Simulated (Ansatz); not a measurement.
System: a (100) slab cut from GaN (P6_3mc), ended by GaN planes, 12 atoms in the cell. Starting structure of the relaxation:

```yaml
crystal:
  lattice:
    - [3.18258, 0.00000, 0.00000]
    - [0.00000, 5.18543, 0.00000]
    - [0.00000, 0.00000, 23.43112]
  atoms:
    - { symbol: Ga, position: [0.00000, 0.00081, 0.36277] }
    - { symbol: N, position: [0.00000, 0.62419, 0.36277] }
    - { symbol: Ga, position: [0.50000, 0.50081, 0.40198] }
    - { symbol: N, position: [0.50000, 0.12419, 0.40198] }
    - { symbol: Ga, position: [0.50000, 0.00081, 0.48040] }
    - { symbol: N, position: [0.50000, 0.62419, 0.48040] }
    - { symbol: Ga, position: [0.00000, 0.50081, 0.51960] }
    - { symbol: N, position: [0.00000, 0.12419, 0.51960] }
    - { symbol: Ga, position: [0.00000, 0.00081, 0.59802] }
    - { symbol: N, position: [0.00000, 0.62419, 0.59802] }
    - { symbol: Ga, position: [0.50000, 0.50081, 0.63723] }
    - { symbol: N, position: [0.50000, 0.12419, 0.63723] }
```

Computed with Ansatz 0.2.0: DFT PBEsol, scalar-relativistic, plane waves, PAW, no spin polarisation, 8×5×1 k mesh, 420 eV cutoff.

What does the potential across the slab give for the band edges against vacuum?

From the vacuum level at the right face the ionisation potential is 5.28 eV and the electron affinity 4.54 eV; at the left face they are 5.14 and 4.40 eV. The slab's gap, their difference before rounding, is 0.74 eV. The vacuum levels differ by 0.14 eV, so the slab carries a dipole along its normal. Some atoms were held fixed in the relaxation, which can itself make the faces differ. The outermost atoms are 6.4 Å apart, which leaves 17.0 Å of vacuum in a cell 23.4 Å high.

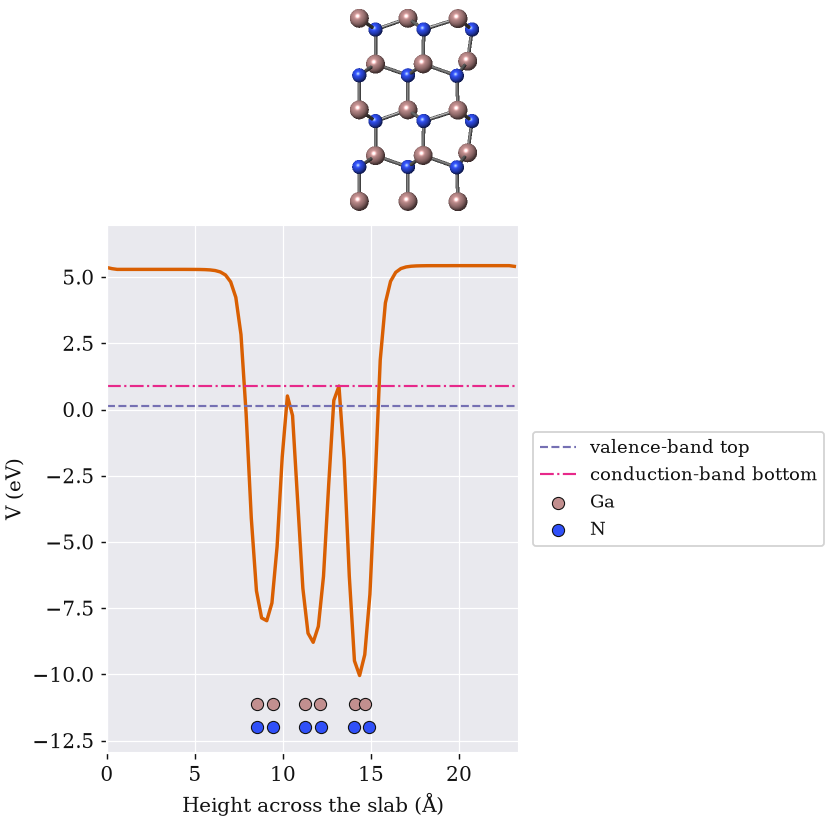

Plane-averaged electrostatic potential energy of an electron across the slab; circles at the bottom mark the heights of the atoms (positions after relaxation). The structure is drawn too.
